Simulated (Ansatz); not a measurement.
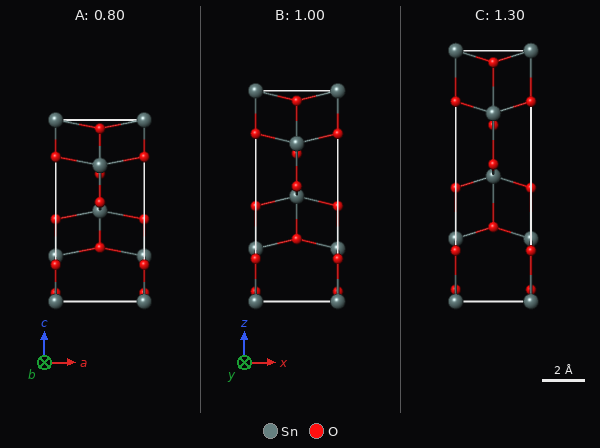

Crystalline SnO₂ (I4_1/amd): the ratio of the cell's length along z to its lengths across, counted as 1 for the reference, is changed at fixed volume (a c/a path), with the atoms kept at their fractional coordinates. x, y and z are the Cartesian axes of the input. Style: ball-and-stick. Shown: the conventional cell (2 times the calculation's cell), along the b axis. Lengths and directions refer to the drawn axes.

Theory: Ansatz, DFT LDA, scalar-relativistic, plane waves, PAW. Set-up: plane-wave cutoff 420 eV; k-point mesh 10 × 10 × 10; occupations gaussian; smearing width 0.05 eV; no spin polarisation. Energies (free energies at the smearing named) are counted from the relaxed crystal.

> Rank the frames from lowest to highest energy.

Lowest first: B (the relative ratio 1.00, 0 meV/atom), C (the relative ratio 1.30, 286 meV/atom), A (the relative ratio 0.80, 444 meV/atom). Over the whole scan: the lowest computed point lies at the relative ratio 1.00 (0 meV/atom). The end points stand at 444 meV/atom (0.80) and 286 meV/atom (1.30). The distortion keeps the space group I4_1/amd. At the relative ratio 1.30 the cell of the drawing goes a 3.972 → 3.640 Å, b 3.972 → 3.640 Å, c 10.180 → 12.126 Å.
